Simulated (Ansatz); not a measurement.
The Ansatz input:

```yaml
crystal:
  lattice:
    - [-1.58422, 1.58422, 1.58422]
    - [1.58422, -1.58422, 1.58422]
    - [1.58422, 1.58422, -1.58422]
  atoms:
    - { symbol: Pt, position: [0.0, 0.0, 0.0] }
kpoints:
  mp_grid: { grid: [12, 12, 12] }
  band_path:
    path:
      - [0.0, 0.0, 0.0]
      - [0.5, -0.5, 0.5]
      - [0.0, 0.0, 0.5]
      - [0.0, 0.0, 0.0]
      - [0.25, 0.25, 0.25]
      - [0.5, -0.5, 0.5]
    npoints: 8
scf:
  occupations: { method: fermi_dirac, width: 0.05 }
hamiltonian:
  xc: lda
  pseudopotentials: { kind: all_electron, lapw: { basis_error: 0.001 } }
output:
  forces: true
  stress: true
  eigenvalues: true
```

System: bcc Pt, space group Im-3m, 1 atom in the primitive cell.

Ansatz 0.2.0; LDA, all-electron LAPW, no spin polarisation, no spin-orbit coupling, 12×12×12 k mesh, Fermi-Dirac smearing of 0.05 eV.

What will the band structure look like? The path is Γ–H–N–Γ–P–H.

A metal: 4 bands cross the Fermi level along this path. Bands cross the Fermi level on every line of the path. At N the nearest levels lie 0.57 eV below and 0.32 eV above the Fermi level.

Spin-orbit coupling is left out, which matters for Pt. The cell is at −16 GPa in this functional. This isn't the form of Pt at room conditions, which is fcc. Bands are joined in order of energy, so crossings between the computed points show as kinks or gaps.

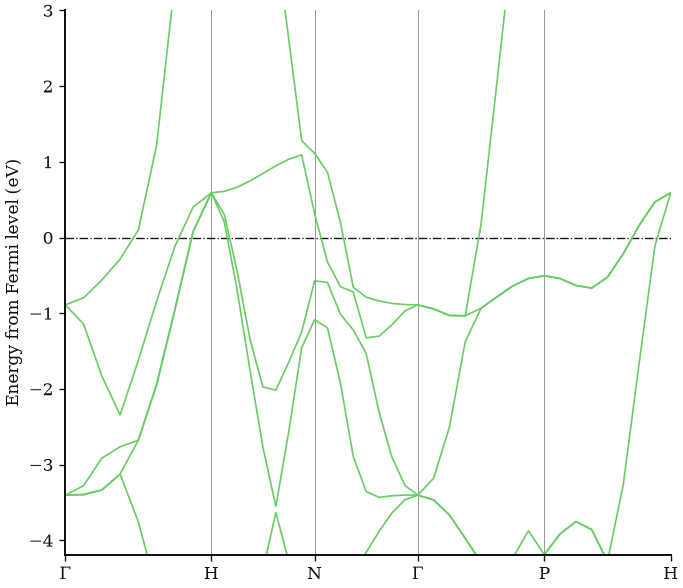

Band structure. Energies are counted from the Fermi level.
